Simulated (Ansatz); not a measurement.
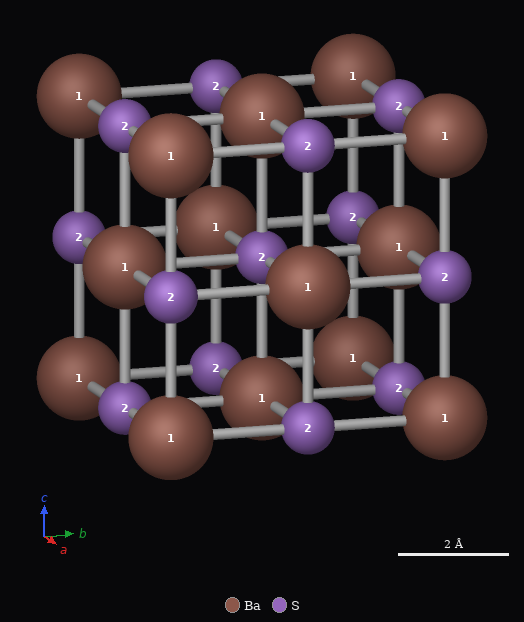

**Figure 1.** The starting structure (ball-and-stick view of the cell 4 times as large as that of the calculation, set on its symmetry axes, seen slightly off an axis; atoms are numbered from 1 in the order of the input).

**BaS: geometry relaxation**

- system: BaS (Fm-3m, 2 atoms in the cell)
- method: DFT, LDA, PAW with Ansatz's default frozen-core files, scalar-relativistic, no spin polarisation (Ansatz 0.2.0)

The structure derives from a Materials Project entry. Its volume is 0.55 times that of the source entry. It belongs to a series of runs on one base structure; here: atoms relaxed at 0.55 of the volume. Figures and captions count atoms from 1; the log counts them from 0 in places.

**The program's output**
```
Warning: output.stress: scf.convergence.dr2_threshold = 1e-7 eV (the SCF's general default) is looser than the 2e-10 eV advised for a printed stress (1e-10 eV for each atom of the cell: 2). What an SCF threshold leaves in a stress goes as its square root, and in the free energy as the threshold itself, and one threshold admits the most on a small cell: of the crystals measured, under no hybrid functional and no lock of the moments, on runs that ended without the residual-converged pass, on stresses that held no estimate of that error, the worst erred by over 100 MPa in a component at 1e-7 eV an atom and by under 5 at 1e-10. Every solve of this run answers to scf.convergence.dr2_threshold, and the tensor of one is reported: a single SCF on the reported geometry and on this run's grids (its basis.xc_grid and basis.ecutrho_ratio typed), with scf.convergence.dr2_threshold at 2e-10 eV or tighter, prints it and tightens no other solve. Else set scf.convergence.dr2_threshold to 2e-10 eV or tighter. The threshold is an SCF's pass mark: one that does not reach it within its budget of iterations ends unconverged, or closes short of it on a stop that the run arms, and scf.convergence.dr2_threshold's page says what that costs each kind of run
Engine: ansatz 0.2.0, x86_64-unknown-linux-gnu
Pseudopotentials: kind: paw
Pseudopotential: Ba, paw, valence charge 10, recommended cutoff 420 eV (normal), Ba.paw.azcp
Pseudopotential: S, paw, valence charge 6, recommended cutoff 420 eV (normal), S.paw.azcp
Functional definition: SPW92
  exchange = slater_x
  correlation = pw_c
Crystal: 2 atoms, lattice volume = 36.919 Å³
Basis set: ecut = 420 eV, 725 PW (Γ)
Bands: 12, of which v1, the nominal top of the filled ones, is band 8 counted from 1 (7 counted from 0)
Symmetry: 48 space group operations
Space group: Fm-3m (ITA 225), of the structure as read, at distance tolerance 3.3e-5 Å
k-points: 29 of 512
Non-local potential: Ba, projectors of the file, l = 0: 3, l = 1: 2, l = 2: 2, l = 3: 2
Non-local potential: S, projectors of the file, l = 0: 2, l = 1: 2, l = 2: 2
PAW form: soft (Blöchl's): semilocal exchange-correlation on the pseudo side does not see the compensation charge
PAW frozen core: Ba, regenerated for the run's functional, and the local potential with it (the file was generated under x = pbe(κ = 0.804, μ = 0.2195149727645171), c = pbe(β = 0.06672455060314922))
PAW frozen core: S, regenerated for the run's functional, and the local potential with it (the file was generated under x = pbe(κ = 0.804, μ = 0.2195149727645171), c = pbe(β = 0.06672455060314922))
PAW one-centre angular grid: Ba, 194 points (default); XC on 64 Gauss nodes
PAW one-centre angular grid: S, 110 points (default); XC on 64 Gauss nodes
Initial density: superposition of atomic densities (neutral atoms: chi_scale 0, normalization atom), corrected by the library's trained network
Initial wavefunctions: pseudopotential atomic-orbital guess
Functional: x = slater, c = lda
SCF iter   1: F=—  HF=-6649.660964 eV  |F-HF|=—  |Δ(HF+E_count)|=         —  Δρ=9.57e-3  dr2=5.38e-2  ethr=1.77e-3  ⟨swp⟩=7.4  Hψ=2735  notcnv=0
preconditioner: auto → none  [insulator: Δε(μ)=0.115 eV  Ē_g=12.752 eV  σ=0.030 eV  W_gap=0.58  n_scr=8 (ndim 8)  ℏωp=22.9 eV  f_vac=0.000  D(μ)=1.10/eV (n_scr^D=8)  ε∞_Penn≈4.2]
SCF iter   2: F=—  HF=-6649.643878 eV  |F-HF|=—  |Δ(HF+E_count)|=   1.71e-2  Δρ=4.00e-3  dr2=5.27e-3  ethr=3.36e-4  ⟨swp⟩=3.5  Hψ=931  notcnv=0
SCF iter   3: F=—  HF=-6649.642168 eV  |F-HF|=—  |Δ(HF+E_count)|=   1.71e-3  Δρ=1.63e-3  dr2=5.17e-4  ethr=3.29e-5  ⟨swp⟩=2.1  Hψ=596  notcnv=0
SCF iter   4: F=—  HF=-6649.642006 eV  |F-HF|=—  |Δ(HF+E_count)|=   1.62e-4  Δρ=3.08e-4  dr2=1.67e-5  ethr=3.23e-6  ⟨swp⟩=1.3  Hψ=358  notcnv=0
SCF iter   5: F=—  HF=-6649.641999 eV  |F-HF|=—  |Δ(HF+E_count)|=   6.57e-6  Δρ=2.96e-5  dr2=9.34e-8  ethr=1.04e-7  ⟨swp⟩=2.3  Hψ=592  notcnv=0
SCF iter   6: F=-6649.641999 eV  HF=-6649.641999 eV  |F-HF|=6.52e-9  |Δ(HF+E_count)|=   1.68e-8  Δρ=7.54e-6  dr2=1.39e-8  ethr=5.84e-10  ⟨swp⟩=3.0  Hψ=1292  notcnv=0
SCF 1 converged in 6 iterations: F = -6649.641999 eV  dr2 = 1.39e-8
  greatest PAW one-centre occupation: 0.959 electrons in one spin orbital (limit 2), on the Ba atom at site 0 (counted from 0), in its partial waves of l = 0
relax step   1: F+E_penalty+E_count = -6649.64199894 eV  Δ(F+E_penalty+E_count) = +0.000e0 eV  max|allowed force component| = 7.757e-30 eV/Å  Δτ_max = 0.0000 Å  (6 SCF iters, accepted)
SCF converged after 6 iterations
Free energy (F): -6649.641999 eV
Harris-Foulkes:  -6649.641999 eV  (|F-HF|=6.52e-9)
Internal energy: -6649.638914 eV  (E = F + TS)
E sigma→0 (E₀):  -6649.640456 eV
Entropy (-TS):   -0.003085 eV (-1.542 meV/atom)
Fermi energy:    14.237847 eV
--- Per-component energies (eV) ---
  E_band       = 66.317556
  E_kinetic    = 302.194066
  E_local      = -185.944627  (includes V_loc(G=0)·N_el)
  E_nonlocal   = 93.626495
  E_hartree    = 69.751165
  E_xc         = -273.864009
  E_vxc        = -237.349782  (∫ρ·V_xc dr)
  E_paw        = -5628.374496  (= ΣΔE_a)
  E_vpaw       = -45.710992  (= ΣTr[D̂ρ^β])
  E_aug_tail   = -0.000000  (compensation charges beyond the density's cutoff)
  E_ewald      = -1027.463221
  E_core_change = 0.435713  (= ΣΔE_core)
  E_smearing   = -0.003085  (= −TS)
  E_closure    = -0.000000  (closes the sum)
  Σ components = -6649.641999   (vs F -6649.641999, Δ=0.00e0)
--- Forces (eV/Å), atoms counted from 1 ---
  atom   1  Ba    -0.00000000     0.00000000     0.00000000
  atom   2  S      0.00000000    -0.00000000    -0.00000000
  max |Σ_I F_I| component: 9.73e-30 eV/Å
--- Stress (GPa, compression-positive) ---
       72.045803       0.000000       0.000000
       -0.000000      72.045803       0.000000
        0.000000       0.000000      72.045803
  P = ⅓ Tr σ = 72.0458 GPa (720.458 kbar)
--- Relaxed structure (1 steps of the walk, 1 accepted, 0 SCFs on fresh bases) ---
  F+E_penalty+E_count = -6649.64199894 eV   max|allowed force component| = 7.757e-30 eV/Å
  atoms:
    - { symbol: Ba, position: [0.0, 0.0, 0.0] }
    - { symbol: S, position: [0.49999999999999994, 0.49999999999999994, 0.49999999999999994] }
```

The run was set up as follows.

**Input file**
```yaml
crystal:
  lattice:
    - [0.0, 2.6428646459, 2.6428646459]
    - [2.6428646459, 0.0, 2.6428646459]
    - [2.6428646459, 2.6428646459, 0.0]
  atoms:
    - { symbol: Ba, position: [0.0, 0.0, 0.0] }
    - { symbol: S, position: [0.5, 0.5, 0.5] }
kpoints:
  mp_grid: { grid: [8, 8, 8] }
scf:
  occupations: { method: fermi_dirac, width: 0.03 }
hamiltonian:
  xc: lda
  pseudopotentials: { kind: paw }
output:
  forces: true
  stress: true
relax:
  f_tol: 0.01
  max_steps: 30
```

Launch command:
```bash
ansatz run input.yaml --threads 1 --pin off --max-ram 2048MiB --backend cpu --events-out ev --progress --plain --runs-dir out
```

**Summary**

```json
{"quantity": "outcome", "value": "converged"}
{"quantity": "space group (tolerance 0.01 Å)", "value": "Fm-3m (225)"}
{"quantity": "electrons treated", "value": "16"}
{"quantity": "free energy", "value": "−6649.6420 eV"}
{"quantity": "Fermi energy", "value": "14.238 eV"}
{"quantity": "pressure", "value": "72.05 GPa"}
{"quantity": "final volume", "value": "36.92 Å³"}
{"quantity": "largest force (length of the vector)", "value": "under 0.001 eV/Å"}
{"quantity": "hardware", "value": "1 thread of Intel Xeon (Granite Rapids), 64 GiB of memory available, shared host"}
{"quantity": "wall time", "value": "0.66 s"}
{"quantity": "peak memory", "value": "0.33 GiB"}
```

**Notes**

The input already met the tolerances, so nothing moved. The program warns: the SCF threshold is looser than advised for the printed stress. The cell is under a pressure of 72 GPa at this level, so it is not at its equilibrium volume.

**Remarks**

The program warns: the SCF threshold is looser than advised for the printed stress. The cell is under a pressure of 72 GPa at this level, so it is not at its equilibrium volume.
